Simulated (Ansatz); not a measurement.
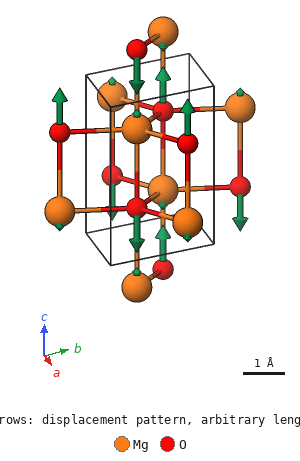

Phonons of crystalline MgO relaxed at 8 GPa, space group P6₃/mmc (No. 194), at the zone centre. The optical levels lie at 301 (×2), 439, 440, 558 (×2), 572 (×2), 592 cm⁻¹. One mode is drawn. The green arrows give the relative displacements of the atoms. A ball-and-stick model of the cell of the calculation, seen slightly off an axis.

These are results of DFT LDA, scalar-relativistic, plane waves, PAW in Ansatz, not measurements. Settings: plane-wave cutoff 420 eV; k-point mesh 12 × 12 × 6; occupations fixed; target pressure 8 GPa; no spin polarisation.

Frequencies are those without the non-analytic (LO–TO) term.

To which level does it belong?

The level at 592 cm⁻¹. This is the B₁g mode, the highest optical level, silent by symmetry (neither infrared- nor Raman-active). All motion is along c; atoms of one kind move against one another, with no net shift of any sublattice; of the bonds it mainly stretches Mg–O, some lengthening while others shorten; the kinetic energy is shared as O 93 %, Mg 7 %.
